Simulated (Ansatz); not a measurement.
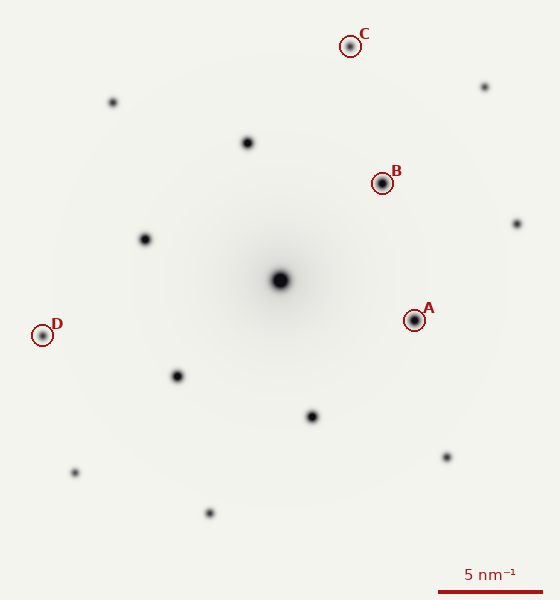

Computed electron diffraction pattern, 100 kV, single scattering only, B = 0.5 Å². The zone axis points towards the electron source and the pattern is seen from the source side.

Crystal: Ta, space group Fm-3m (No. 225), a = 4.170 Å. Structure: the input geometry of an electronic-structure calculation (not necessarily at equilibrium); the starting structure was generated, so it need not be a known form of this composition.

```
Ta
1.0
     4.17034    0.00000    0.00000
     0.00000    4.17034    0.00000
     0.00000    0.00000    4.17034
Ta
4
Direct
  0.00000 0.00000 0.00000
  0.00000 0.50000 0.50000
  0.50000 0.00000 0.50000
  0.50000 0.50000 0.00000
```

Spot A is indexed -2 0 2 and spot B 0 -2 2.

Q: Index the other marked spots.

A: C = −A + 2B = 2 -4 2 (d = 0.851 Å). D = −A − B = 2 2 -4 (d = 0.851 Å).

Q: Which zone axis is this?

A: The cross product of A and B is parallel to [111]; every spot obeys hu + kv + lw = 0.

Q: What are the spacings of A and B and the angle between them?

A: d(A) = 1.474 Å, d(B) = 1.474 Å, and the angle is 60.0°.
